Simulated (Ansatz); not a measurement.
**Cd2S: density, localisation and related maps**

```yaml
crystal:
  lattice:
    - [3.93607, 0.00000, 0.00000]
    - [-1.96804, 3.40874, 0.00000]
    - [0.00000, 0.00000, 5.77020]
  atoms:
    - { symbol: Cd, position: [0.33333, 0.66667, 0.93272] }
    - { symbol: Cd, position: [0.66667, 0.33333, 0.57874] }
    - { symbol: S, position: [0.33333, 0.66667, 0.36570] }
```

Space group P3m1; a structure from a database of computed crystals, not necessarily the ambient phase; computed pressure about −4 GPa in this cell.

Level of theory: Kohn-Sham DFT of a periodic cell, LDA, Ansatz PAW in Ansatz 0.2.0.

Core electrons are frozen (PAW), and the valence fields are smoothed inside the atomic spheres.

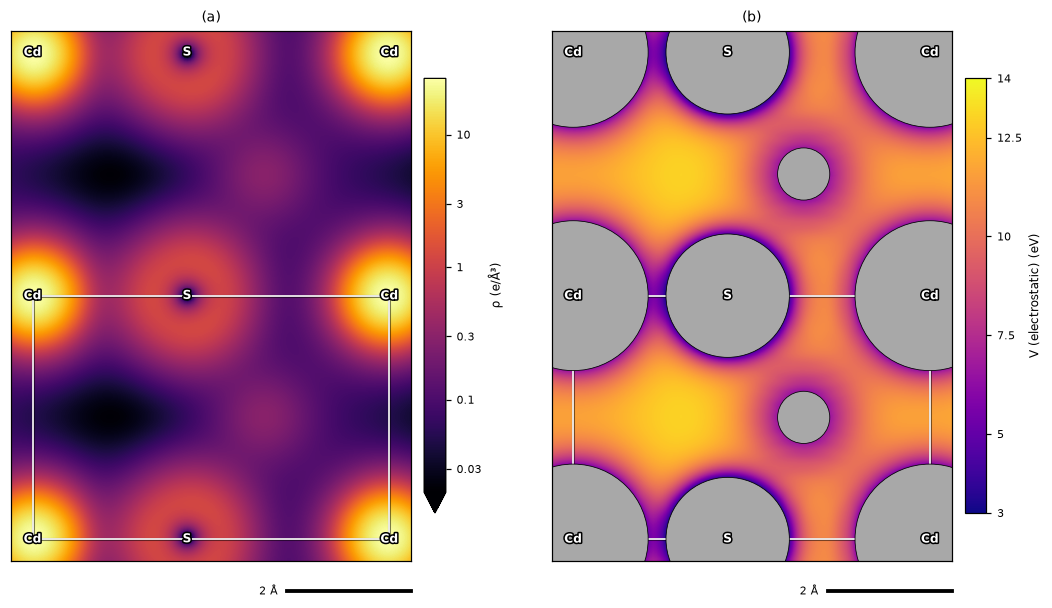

Figure 1. (a) valence charge density (pseudo); (b) electrostatic potential energy of an electron on the (11̄0) plane of the conventional cell. Grey discs cover the atomic cores in the potential map.

### What does the map show?

- Atoms in the plane: Cd and S.
- Cd–S (2.50 Å): ρ is about 0.45 e/Å³ halfway.
- Between the atoms the lowest density in this plane is 0.02 e/Å³.
- Outside the cores the potential energy rises away from the atoms and is highest about 2.1 Å from the nearest atoms; its zero is arbitrary.

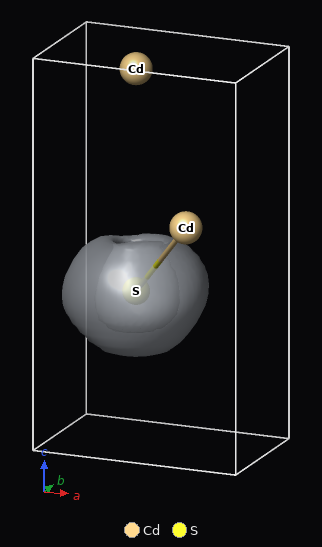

Figure 2. Isosurface of the electron localisation function at 0.8 (grey), seen slightly off an axis. Only the valence region is drawn (cores and ρ < 0.01 e/Å³ removed). Sticks mark near contacts.

### Where are the electrons localised?

The ELF exceeds this value in one region wrapped around S (its valence shell), counted in one cell of 3 atoms. Regions shared between cells count once. Profiles from the grid: Cd–S (2.50 Å): the ELF peaks at about 0.85 in the valence shell of S, 0.8 Å from its nucleus, and is about 0.35 at the midpoint. Cd–S (2.58 Å): the ELF peaks at about 0.90 in the valence shell of S, 0.8 Å from its nucleus, and drops to about 0.15 between the two atoms.
